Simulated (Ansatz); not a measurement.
# Run report: Ti, single-point calculation

System: Ti (1 atom in the cell).
Method: DFT LDA, scalar-relativistic, plane waves, PAW, no spin polarisation (Ansatz 0.2.0).

The structure derives from an entry of the Crystallography Open Database. It belongs to a series of runs on one base structure; here: ratio of the length along z to the lengths across it x 1.3, volume and fractional coordinates fixed. Figures and captions count atoms from 1; the log counts them from 0 in places.

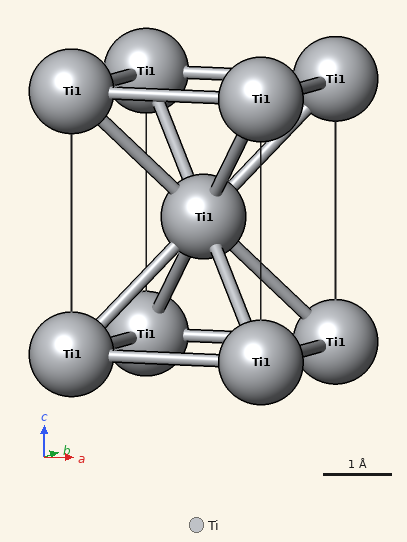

**Figure 1.** The input geometry (ball-and-stick view of the cell 2 times as large as that of the calculation, set on its symmetry axes, seen slightly off an axis; atoms are numbered from 1 in the order of the input).

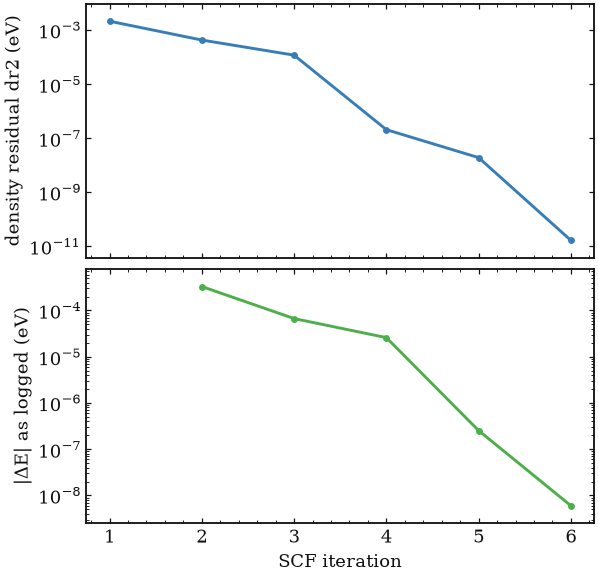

**Figure 2.** Convergence of the self-consistent field: density residual dr2 and size of the energy change against the SCF iteration. The residual falls at every step.

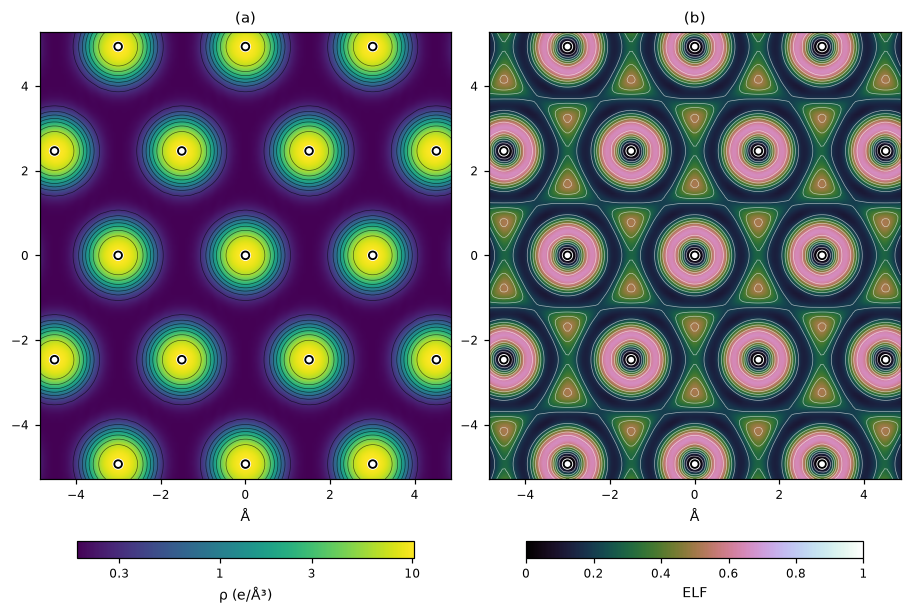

**Figure 3.** (a) valence electron density; (b) ELF on the (101) plane of the conventional cell. Circles mark the nuclei in the plane (Ti). Ti–Ti (2.89 Å): ρ is about 0.18 e/Å³ halfway; the ELF is about 0.20 at the midpoint; no shared electron pair. Ti–Ti (3.01 Å): ρ is about 0.18 e/Å³ halfway; the ELF is about 0.30 at the midpoint (no localised pair between them). Away from the nuclei the density in this plane falls to 0.18 e/Å³ at its lowest. The strong features right at Ti lie inside the PAW spheres (semicore, d or f shells) and say nothing about bonding. Core electrons are frozen (PAW), so the fields are smoothed inside the atomic spheres.

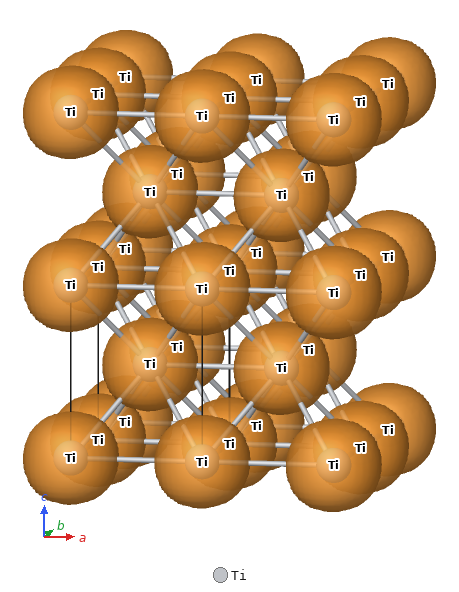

**Figure 4.** Isosurface of the valence electron density at 0.3 e/Å³ (orange), seen slightly off an axis. Sticks mark near contacts. The outline is the cell set on symmetry axes. At this value the density breaks into separate islands; it holds about 80 % of the electrons treated as valence (semicore included). It is pinched off along the Ti–Ti (2.89 Å) and Ti–Ti (3.01 Å) contacts. On the grid the lowest density along these lines, outside the cores, is 0.18 e/Å³ (Ti–Ti, 2.89 Å) and 0.18 e/Å³ (Ti–Ti, 3.01 Å).

The input that produced these results follows, with the program's output.

Input file:
```yaml
crystal:
  lattice:
    - [-1.5035831967, 1.5035831967, 1.9546581557]
    - [1.5035831967, -1.5035831967, 1.9546581557]
    - [1.5035831967, 1.5035831967, -1.9546581557]
  atoms:
    - { symbol: Ti, position: [0.0, 0.0, 0.0] }
basis:
  ecutwfc: 420
kpoints:
  mp_grid: { grid: [22, 22, 22] }
hamiltonian:
  xc: lda
scf:
  occupations: { method: gaussian, width: 0.15 }
output:
  forces: true
  stress: true
  eigenvalues: true
  write_density: true
  write_potential: true
  elf: true
  volumetric_format: npy
```

Launch command:
```bash
ansatz run input.yaml --threads 1 --pin off --max-ram 2560MiB --backend cpu --events-out ev --progress --plain --runs-dir out
```

What the program printed:
```
Engine: ansatz 0.2.0, x86_64-unknown-linux-gnu
Pseudopotentials: kind: paw
Pseudopotential: Ti, paw, valence charge 12, recommended cutoff 420 eV (normal), Ti.paw.azcp
Functional definition: SPW92
  exchange = slater_x
  correlation = pw_c
Crystal: 1 atoms, lattice volume = 17.676 Å³
Basis set: ecut = 420 eV, 323 PW (Γ)
Bands: 10, of which v1, the nominal top of the filled ones, is band 6 counted from 1 (5 counted from 0)
Symmetry: 16 space group operations
Space group: I4/mmm (ITA 139), of the structure as read, at distance tolerance 2.6e-5 Å
k-points: 834 of 10648
Non-local potential: Ti, projectors of the file, l = 0: 3, l = 1: 2, l = 2: 3, l = 3: 1
PAW form: soft (Blöchl's): semilocal exchange-correlation on the pseudo side does not see the compensation charge
PAW frozen core: Ti, regenerated for the run's functional, and the local potential with it (the file was generated under x = pbe(κ = 0.804, μ = 0.2195149727645171), c = pbe(β = 0.06672455060314922))
PAW one-centre angular grid: Ti, 590 points (default); XC on 64 Gauss nodes
Initial density: superposition of atomic densities (neutral atoms: chi_scale 0, normalization atom), corrected by the library's trained network
Initial wavefunctions: pseudopotential atomic-orbital guess
Functional: x = slater, c = lda
SCF iter   1: F=—  HF=-2450.195929 eV  |F-HF|=—  |Δ(HF+E_count)|=         —  Δρ=5.52e-3  dr2=2.15e-3  ethr=1.77e-3  ⟨swp⟩=4.5  Hψ=44420  notcnv=0
preconditioner: auto → none  [metal: Δε(μ)=0.001 eV  Ē_g=4.023 eV  σ=0.150 eV  W_gap=0.00  n_scr=0 (ndim 8)  ℏωp=17.7 eV  f_vac=0.000  D(μ)=1.99/eV (n_scr^D=26)]
SCF iter   2: F=—  HF=-2450.195599 eV  |F-HF|=—  |Δ(HF+E_count)|=   3.30e-4  Δρ=2.26e-3  dr2=4.31e-4  ethr=1.79e-5  ⟨swp⟩=1.6  Hψ=17297  notcnv=0
SCF iter   3: F=—  HF=-2450.195665 eV  |F-HF|=—  |Δ(HF+E_count)|=   6.69e-5  Δρ=1.07e-3  dr2=1.19e-4  ethr=3.59e-6  ⟨swp⟩=2.0  Hψ=9909  notcnv=0
SCF iter   4: F=—  HF=-2450.195640 eV  |F-HF|=—  |Δ(HF+E_count)|=   2.59e-5  Δρ=6.54e-5  dr2=2.08e-7  ethr=9.94e-7  ⟨swp⟩=2.9  Hψ=13777  notcnv=0
SCF iter   5: F=—  HF=-2450.195640 eV  |F-HF|=—  |Δ(HF+E_count)|=   2.53e-7  Δρ=9.90e-6  dr2=1.92e-8  ethr=1.73e-9  ⟨swp⟩=2.0  Hψ=13402  notcnv=0
SCF iter   6: F=-2450.195640 eV  HF=-2450.195640 eV  |F-HF|=7.73e-12  |Δ(HF+E_count)|=   5.99e-9  Δρ=7.18e-7  dr2=1.66e-11  ethr=1.60e-10  ⟨swp⟩=4.4  Hψ=37817  notcnv=0
SCF 1 converged in 6 iterations: F = -2450.195640 eV  dr2 = 1.66e-11
  greatest PAW one-centre occupation: 0.999 electrons in one spin orbital (limit 2), on the Ti atom at site 0 (counted from 0), in its partial waves of l = 0
SCF converged after 6 iterations
Free energy (F): -2450.195640 eV
Harris-Foulkes:  -2450.195640 eV  (|F-HF|=7.73e-12)
Internal energy: -2450.173147 eV  (E = F + TS)
E sigma→0 (E₀):  -2450.184393 eV
Entropy (-TS):   -0.022493 eV (-22.493 meV/atom)
Fermi energy:    12.663162 eV
--- Per-component energies (eV) ---
  E_band       = -161.537780
  E_kinetic    = 271.741189
  E_local      = -826.699898  (includes V_loc(G=0)·N_el)
  E_nonlocal   = 12.151706
  E_hartree    = 336.978737
  E_xc         = -96.254636
  E_vxc        = -121.107304  (∫ρ·V_xc dr)
  E_paw        = -998.933059  (= ΣΔE_a)
  E_vpaw       = -171.581092  (= ΣTr[D̂ρ^β])
  E_aug_tail   = 0.000102  (compensation charges beyond the density's cutoff)
  E_ewald      = -1149.483238
  E_core_change = 0.325950  (= ΣΔE_core)
  E_smearing   = -0.022493  (= −TS)
  E_closure    = 0.000000  (closes the sum)
  Σ components = -2450.195640   (vs F -2450.195640, Δ=0.00e0)
--- Forces (eV/Å), atoms counted from 1 ---
  atom   1  Ti    -0.00000000     0.00000000     0.00000000
  max |Σ_I F_I| component: 5.39e-32 eV/Å
--- Stress (GPa, compression-positive) ---
      -10.915347       0.000000      -0.000000
        0.000000     -10.915347       0.000000
       -0.000000       0.000000      -8.522927
  P = ⅓ Tr σ = -10.1179 GPa (-101.179 kbar)
--- Band table (eV; the first three rows and the last of 834) ---
  k-point 0: bands = ["-43.4496", "-19.6373", "-19.6373", "-19.6248", "6.7092", "13.3465", "13.3465", "13.9540", "14.6996", "15.3913"]
  k-point 1: bands = ["-43.4466", "-19.6506", "-19.6404", "-19.6300", "6.7926", "13.2893", "13.3934", "13.9842", "14.6642", "15.3781"]
  k-point 2: bands = ["-43.4378", "-19.6891", "-19.6494", "-19.6449", "7.0385", "13.1264", "13.5328", "14.0744", "14.5404", "15.3644"]
  k-point 833: bands = ["-43.2664", "-20.2311", "-19.9270", "-19.9270", "10.2070", "10.8798", "16.1282", "16.4614", "16.4614", "16.5766"]
```

Results in brief:

- outcome: converged
- space group (tolerance 0.01 Å): I4/mmm (139)
- electrons treated: 12
- free energy: −2450.1956 eV
- Fermi energy: 12.663 eV
- gap on the k-point mesh: none (metallic)
- pressure: −10.12 GPa
- largest force (length of the vector): under 0.001 eV/Å
- hardware: 1 thread of Intel Xeon (Sapphire Rapids), 192 GiB of memory available, shared host
- wall time: 9.3 s
- peak memory: 0.47 GiB

The cell is under a tension of 10.1 GPa at this level, so it is not at its equilibrium volume.
